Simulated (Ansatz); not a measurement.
# Ir: geometry relaxation (part 1 of 2)

The run: geometry relaxation of Ir (P6₃/mmc, 2 atoms in the cell). Method and program: DFT PBEsol, scalar-relativistic, plane waves, PAW, no spin polarisation (Ansatz 0.2.0).

The structure derives from a Materials Project entry. Figures and captions count atoms from 1; the log counts them from 0 in places.

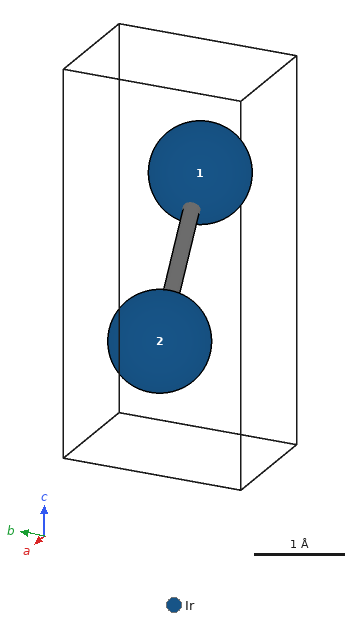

Fig. 1: The input geometry (ball-and-stick view of the cell of the calculation, seen at an oblique angle; atoms are numbered from 1 in the order of the input). An atom can appear more than once, as a periodic image. Near neighbours in the periodic cell (some may lie outside the picture): Ir has 12 Ir at 2.71 Å.

**Input**
```yaml
crystal:
  lattice:
    - [2.7146954486, 0.0, 0.0]
    - [-1.3573477243, 2.350995222, 0.0]
    - [0.0, 0.0, 4.4174029659]
  atoms:
    - { symbol: Ir, position: [0.6666666667, 0.3333333333, 0.75] }
    - { symbol: Ir, position: [0.3333333333, 0.6666666667, 0.25] }
basis:
  ecutwfc: 420
kpoints:
  mp_grid: { grid: [18, 18, 10] }
hamiltonian:
  xc: pbesol
scf:
  occupations: { method: gaussian, width: 0.1 }
output:
  forces: true
  stress: true
  eigenvalues: true
  write_density: true
  write_potential: true
  elf: true
  volumetric_format: npy
relax:
  adjacent_minimum: "off"
  f_tol: 0.005
  max_steps: 80
  cell: { stress_tol: 0.05 }
```

Launched with:
```bash
ansatz run input.yaml --threads 2 --pin off --max-ram 5120MiB --backend cpu --events-out ev --progress --plain --runs-dir out
```

**What the program printed**
```
Engine: ansatz 0.2.0, aarch64-unknown-linux-gnu
Pseudopotentials: kind: paw
Pseudopotential: Ir, paw, valence charge 17, recommended cutoff 420 eV (normal), Ir.paw.azcp
Functional definition: PBEsol
  exchange = pbesol_x
  correlation = pbesol_c
Crystal: 2 atoms, lattice volume = 28.193 Å³
Basis set: ecut = 420 eV, 549 PW (Γ), exchange–correlation on 40×40×60 points (8 copies of the dense FFT grid, shifted against one another)
Bands: 21, of which v1, the nominal top of the filled ones, is band 17 counted from 1 (16 counted from 0)
Symmetry: 24 space group operations
Space group: P63/mmc (ITA 194), of the structure as read, at distance tolerance 3.0e-5 Å
k-points: 222 of 3240
Non-local potential: Ir, projectors of the file, l = 0: 3, l = 1: 2, l = 2: 2, l = 3: 1
PAW form: soft (Blöchl's): semilocal exchange-correlation on the pseudo side does not see the compensation charge
PAW frozen core: Ir, regenerated for the run's functional, and the local potential with it (the file was generated under x = pbe(κ = 0.804, μ = 0.2195149727645171), c = pbe(β = 0.06672455060314922))
PAW one-centre angular grid: Ir, 590 points (default); XC on 64 Gauss nodes
Initial density: superposition of atomic densities (neutral atoms: chi_scale 0, normalization atom), corrected by the library's trained network
Initial wavefunctions: pseudopotential atomic-orbital guess
Functional: x = pbesol(κ = 0.804, μ = 0.12345679012345678), c = pbesol(β = 0.046)
SCF iter   1: F=—  HF=-23597.921144 eV  |F-HF|=—  |Δ(HF+E_count)|=         —  Δρ=1.05e-2  dr2=1.62e-2  ethr=1.77e-3  ⟨swp⟩=4.6  Hψ=17930  notcnv=0
preconditioner: auto → none  [metal: Δε(μ)=0.018 eV  Ē_g=8.120 eV  σ=0.100 eV  W_gap=0.10  n_scr=8 (ndim 8)  ℏωp=29.7 eV  f_vac=0.000  D(μ)=1.99/eV (n_scr^D=22)  sad-step TF]
SCF iter   2: F=—  HF=-23597.920631 eV  |F-HF|=—  |Δ(HF+E_count)|=   5.14e-4  Δρ=5.98e-3  dr2=5.23e-3  ethr=4.77e-5  ⟨swp⟩=1.5  Hψ=7312  notcnv=0
SCF iter   3: F=—  HF=-23597.920114 eV  |F-HF|=—  |Δ(HF+E_count)|=   5.17e-4  Δρ=3.23e-4  dr2=1.49e-5  ethr=1.54e-5  ⟨swp⟩=2.0  Hψ=6502  notcnv=0
SCF iter   4: F=—  HF=-23597.920139 eV  |F-HF|=—  |Δ(HF+E_count)|=   2.52e-5  Δρ=4.69e-5  dr2=4.58e-7  ethr=4.39e-8  ⟨swp⟩=2.0  Hψ=6689  notcnv=0
iter 5 did not close the SCF: its close was put off for the readings that it lacked (scf_convergence_deferred on its scf_iter line)
SCF iter   5: F=-23597.920139 eV  HF=-23597.920139 eV  |F-HF|=9.20e-10  |Δ(HF+E_count)|=   8.61e-8  Δρ=6.12e-6  dr2=3.11e-9  ethr=1.35e-9  ⟨swp⟩=2.4  Hψ=7431  notcnv=0
SCF iter   6: F=-23597.920139 eV  HF=-23597.920139 eV  |F-HF|=1.06e-10  |Δ(HF+E_count)|=  3.97e-10  Δρ=1.17e-6  dr2=1.80e-10  ethr=9.15e-12  ⟨swp⟩=4.8  Hψ=25460  notcnv=0
SCF 1 converged in 6 iterations: F = -23597.920139 eV  dr2 = 1.80e-10
  greatest PAW one-centre occupation: 1.000 electrons in one spin orbital (limit 2), on the Ir atom at site 1 (counted from 0), in its partial waves of l = 0
relax step   1: F+E_penalty+E_count = -23597.92013888 eV  Δ(F+E_penalty+E_count) = +0.000e0 eV  max|allowed force component| = 4.626e-18 eV/Å  Δτ_max = 0.0000 Å  P = +0.387 GPa  Ω = 28.193 Å³  (6 SCF iters, dr2 threshold 1.00e-7 eV, accepted)
Crystal: 2 atoms, lattice volume = 28.277 Å³
Initial density: handed on by an earlier stage of this run
Initial wavefunctions: those handed on with the density
iter 1 solved again at ethr=1.19e-7 eV; its pass at ethr=3.10e-3 eV (dr2=4.04e-5 eV) is discarded
SCF iter   1: F=—  HF=-23597.920188 eV  |F-HF|=—  |Δ(HF+E_count)|=         —  Δρ=6.82e-4  dr2=3.99e-5  ethr=1.19e-7  ⟨swp⟩=2.5  Hψ=26337  notcnv=0
preconditioner: auto → none  [metal: Δε(μ)=0.003 eV  Ē_g=8.082 eV  σ=0.100 eV  W_gap=0.02  n_scr=8 (ndim 8)  ℏωp=29.6 eV  f_vac=0.000  D(μ)=1.99/eV (n_scr^D=22)]
SCF iter   2: F=—  HF=-23597.920199 eV  |F-HF|=—  |Δ(HF+E_count)|=   1.04e-5  Δρ=3.13e-4  dr2=6.86e-6  ethr=1.17e-7  ⟨swp⟩=1.1  Hψ=4681  notcnv=0
iter 3 did not close the SCF: its close was put off for the readings that it lacked (scf_convergence_deferred on its scf_iter line)
SCF iter   3: F=-23597.920197 eV  HF=-23597.920197 eV  |F-HF|=6.87e-8  |Δ(HF+E_count)|=   1.32e-6  Δρ=3.04e-5  dr2=1.20e-7  ethr=2.02e-8  ⟨swp⟩=1.2  Hψ=4990  notcnv=0
iter 4 did not close the SCF: its close was put off for the readings that it lacked (scf_convergence_deferred on its scf_iter line)
SCF iter   4: F=-23597.920197 eV  HF=-23597.920197 eV  |F-HF|=3.93e-10  |Δ(HF+E_count)|=   2.53e-8  Δρ=5.99e-6  dr2=1.98e-9  ethr=3.54e-10  ⟨swp⟩=2.5  Hψ=8100  notcnv=0
iter 5 did not close the SCF: its close was put off for the readings that it lacked (scf_convergence_deferred on its scf_iter line)
SCF iter   5: F=-23597.920197 eV  HF=-23597.920197 eV  |F-HF|=3.64e-12  |Δ(HF+E_count)|=  4.84e-10  Δρ=7.00e-7  dr2=4.07e-11  ethr=5.81e-12  ⟨swp⟩=1.9  Hψ=6535  notcnv=0
SCF iter   6: F=-23597.920197 eV  HF=-23597.920197 eV  |F-HF|=3.64e-12  |Δ(HF+E_count)|=  3.64e-12  Δρ=8.03e-8  dr2=6.11e-13  ethr=1.00e-12  ⟨swp⟩=4.0  Hψ=19842  notcnv=0
SCF 2 converged in 6 iterations: F = -23597.920197 eV  dr2 = 6.11e-13
relax step   2: F+E_penalty+E_count = -23597.92019722 eV  Δ(F+E_penalty+E_count) = -5.835e-5 eV  max|allowed force component| = 6.014e-17 eV/Å  Δτ_max = 0.0000 Å  P = -0.715 GPa  Ω = 28.277 Å³  energy of the carried Pulay correction = -3.382e-5 eV  (6 SCF iters, dr2 threshold 2.00e-7 eV, accepted)
Crystal: 2 atoms, lattice volume = 28.220 Å³
iter 1 solved again at ethr=3.42e-8 eV; its pass at ethr=3.10e-3 eV (dr2=1.16e-5 eV) is discarded
SCF iter   1: F=—  HF=-23597.920484 eV  |F-HF|=—  |Δ(HF+E_count)|=         —  Δρ=2.72e-4  dr2=7.04e-6  ethr=3.42e-8  ⟨swp⟩=3.1  Hψ=24695  notcnv=0
preconditioner: auto → none  [metal: Δε(μ)=0.019 eV  Ē_g=8.104 eV  σ=0.100 eV  W_gap=0.11  n_scr=8 (ndim 8)  ℏωp=29.7 eV  f_vac=0.000  D(μ)=1.99/eV (n_scr^D=22)]
SCF iter   2: F=—  HF=-23597.920502 eV  |F-HF|=—  |Δ(HF+E_count)|=   1.80e-5  Δρ=1.24e-4  dr2=1.11e-6  ethr=2.07e-8  ⟨swp⟩=2.2  Hψ=6596  notcnv=0
iter 3 did not close the SCF: its close was put off for the readings that it lacked (scf_convergence_deferred on its scf_iter line)
SCF iter   3: F=-23597.920502 eV  HF=-23597.920502 eV  |F-HF|=9.68e-9  |Δ(HF+E_count)|=   1.48e-7  Δρ=1.44e-5  dr2=2.32e-8  ethr=3.27e-9  ⟨swp⟩=1.1  Hψ=4780  notcnv=0
iter 4 did not close the SCF: its close was put off for the readings that it lacked (scf_convergence_deferred on its scf_iter line)
SCF iter   4: F=-23597.920502 eV  HF=-23597.920502 eV  |F-HF|=7.28e-11  |Δ(HF+E_count)|=   2.66e-9  Δρ=2.41e-6  dr2=3.22e-10  ethr=6.82e-11  ⟨swp⟩=2.3  Hψ=7285  notcnv=0
iter 5 did not close the SCF: its close was put off for the readings that it lacked (scf_convergence_deferred on its scf_iter line)
SCF iter   5: F=-23597.920502 eV  HF=-23597.920502 eV  |F-HF|=1.09e-11  |Δ(HF+E_count)|=  8.37e-11  Δρ=2.04e-7  dr2=4.68e-12  ethr=1.00e-12  ⟨swp⟩=2.0  Hψ=7342  notcnv=0
SCF iter   6: F=-23597.920502 eV  HF=-23597.920502 eV  |F-HF|=1.09e-11  |Δ(HF+E_count)|=  7.28e-12  Δρ=3.30e-8  dr2=1.36e-13  ethr=1.00e-12  ⟨swp⟩=3.9  Hψ=18611  notcnv=0
SCF 3 converged in 6 iterations: F = -23597.920502 eV  dr2 = 1.36e-13
relax step   3: F+E_penalty+E_count = -23597.92050161 eV  Δ(F+E_penalty+E_count) = -3.044e-4 eV  max|allowed force component| = 7.401e-17 eV/Å  Δτ_max = 0.0000 Å  P = +0.037 GPa  Ω = 28.220 Å³  energy of the carried Pulay correction = -1.023e-5 eV  (6 SCF iters, dr2 threshold 2.00e-7 eV, accepted)
Crystal: 2 atoms, lattice volume = 28.223 Å³
iter 1 solved again at ethr=4.37e-11 eV; its pass at ethr=3.10e-3 eV (dr2=1.48e-8 eV) is discarded
SCF iter   1: F=—  HF=-23597.920481 eV  |F-HF|=—  |Δ(HF+E_count)|=         —  Δρ=1.01e-5  dr2=9.89e-9  ethr=4.37e-11  ⟨swp⟩=3.1  Hψ=24773  notcnv=0
preconditioner: auto → none  [metal: Δε(μ)=0.018 eV  Ē_g=8.103 eV  σ=0.100 eV  W_gap=0.10  n_scr=8 (ndim 8)  ℏωp=29.7 eV  f_vac=0.000  D(μ)=1.99/eV (n_scr^D=22)]
iter 2 did not close the SCF: its close was put off for the readings that it lacked (scf_convergence_deferred on its scf_iter line)
SCF iter   2: F=-23597.920501 eV  HF=-23597.920501 eV  |F-HF|=2.11e-10  |Δ(HF+E_count)|=   1.95e-5  Δρ=4.68e-6  dr2=1.72e-9  ethr=2.91e-11  ⟨swp⟩=2.1  Hψ=6616  notcnv=0
iter 3 did not close the SCF: its close was put off for the readings that it lacked (scf_convergence_deferred on its scf_iter line)
SCF iter   3: F=-23597.920501 eV  HF=-23597.920501 eV  |F-HF|=1.09e-11  |Δ(HF+E_count)|=  1.09e-10  Δρ=4.17e-7  dr2=2.09e-11  ethr=5.06e-12  ⟨swp⟩=2.1  Hψ=6355  notcnv=0
iter 4 did not close the SCF: its close was put off for the readings that it lacked (scf_convergence_deferred on its scf_iter line)
SCF iter   4: F=-23597.920501 eV  HF=-23597.920501 eV  |F-HF|=1.09e-11  |Δ(HF+E_count)|=  7.28e-12  Δρ=1.05e-7  dr2=7.74e-13  ethr=1.00e-12  ⟨swp⟩=1.0  Hψ=4662  notcnv=0
iter 5 did not close the SCF: its close was put off for the readings that it lacked (scf_convergence_deferred on its scf_iter line)
SCF iter   5: F=-23597.920501 eV  HF=-23597.920501 eV  |F-HF|=1.09e-11  |Δ(HF+E_count)|=  1.09e-11  Δρ=1.14e-8  dr2=2.06e-14  ethr=1.00e-12  ⟨swp⟩=1.0  Hψ=4662  notcnv=0
SCF iter   6: F=-23597.920501 eV  HF=-23597.920501 eV  |F-HF|=3.64e-12  |Δ(HF+E_count)|=  1.09e-11  Δρ=1.68e-9  dr2=4.78e-16  ethr=1.00e-12  ⟨swp⟩=3.0  Hψ=15436  notcnv=0
SCF 4 converged in 6 iterations: F = -23597.920501 eV  dr2 = 4.78e-16
relax step   4: F+E_penalty+E_count = -23597.92050067 eV  Δ(F+E_penalty+E_count) = +9.404e-7 eV  max|allowed force component| = 1.480e-16 eV/Å  Δτ_max = 0.0000 Å  P = -0.005 GPa  Ω = 28.223 Å³  energy of the carried Pulay correction = -1.159e-5 eV  (6 SCF iters, accepted)
Initial wavefunctions: pseudopotential atomic-orbital guess (no wavefunctions were taken with the density)
iter 1 solved again at ethr=5.70e-9 eV; its pass at ethr=3.10e-3 eV (dr2=1.94e-6 eV) is discarded
SCF iter   1: F=—  HF=-23597.920492 eV  |F-HF|=—  |Δ(HF+E_count)|=         —  Δρ=7.52e-6  dr2=2.47e-9  ethr=5.70e-9  ⟨swp⟩=3.5  Hψ=32439  notcnv=0
SCF iter   2: F=—  HF=-23597.920511 eV  |F-HF|=—  |Δ(HF+E_count)|=   1.95e-5  Δρ=3.17e-6  dr2=3.79e-10  ethr=7.27e-12  ⟨swp⟩=2.2  Hψ=8517  notcnv=0
SCF iter   3: F=—  HF=-23597.920511 eV  |F-HF|=—  |Δ(HF+E_count)|=  1.56e-10  Δρ=6.31e-7  dr2=2.19e-11  ethr=1.12e-12  ⟨swp⟩=2.3  Hψ=6910  notcnv=0
iter 4 did not close the SCF: its close was put off for the readings that it lacked (scf_convergence_deferred on its scf_iter line)
SCF iter   4: F=-23597.920511 eV  HF=-23597.920511 eV  |F-HF|=1.82e-11  |Δ(HF+E_count)|=  1.09e-11  Δρ=1.27e-7  dr2=6.95e-13  ethr=1.00e-12  ⟨swp⟩=1.0  Hψ=4662  notcnv=0
iter 5 did not close the SCF: its close was put off for the readings that it lacked (scf_convergence_deferred on its scf_iter line)
SCF iter   5: F=-23597.920511 eV  HF=-23597.920511 eV  |F-HF|=0.00e0  |Δ(HF+E_count)|=  1.82e-11  Δρ=1.99e-8  dr2=3.65e-14  ethr=1.00e-12  ⟨swp⟩=1.0  Hψ=4662  notcnv=0
iter 6 did not close the SCF: its close was put off for the readings that it lacked (scf_convergence_deferred on its scf_iter line)
SCF iter   6: F=-23597.920511 eV  HF=-23597.920511 eV  |F-HF|=3.64e-12  |Δ(HF+E_count)|=  3.64e-12  Δρ=2.04e-9  dr2=1.19e-15  ethr=1.00e-12  ⟨swp⟩=1.0  Hψ=4662  notcnv=0
iter 7 did not close the SCF: its close was put off for the readings that it lacked (scf_convergence_deferred on its scf_iter line)
SCF iter   7: F=-23597.920511 eV  HF=-23597.920511 eV  |F-HF|=0.00e0  |Δ(HF+E_count)|=  3.64e-12  Δρ=3.12e-10  dr2=1.62e-17  ethr=1.00e-12  ⟨swp⟩=1.0  Hψ=4662  notcnv=0
SCF iter   8: F=-23597.920511 eV  HF=-23597.920511 eV  |F-HF|=3.64e-12  |Δ(HF+E_count)|=    0.00e0  Δρ=8.35e-11  dr2=2.07e-18  ethr=1.00e-12  ⟨swp⟩=1.3  Hψ=10354  notcnv=0
SCF 5 converged in 8 iterations: F = -23597.920511 eV  dr2 = 2.07e-18
relax step   5: F+E_penalty+E_count = -23597.92051123 eV  Δ(F+E_penalty+E_count) = -1.056e-5 eV  max|allowed force component| = 1.480e-16 eV/Å  Δτ_max = 0.0000 Å  P = -0.006 GPa  Ω = 28.223 Å³  stress off target by 7.95e-3 GPa  SCF on the basis re-selected at this cell (its energy is not comparable with the rows above)  (8 SCF iters)
```
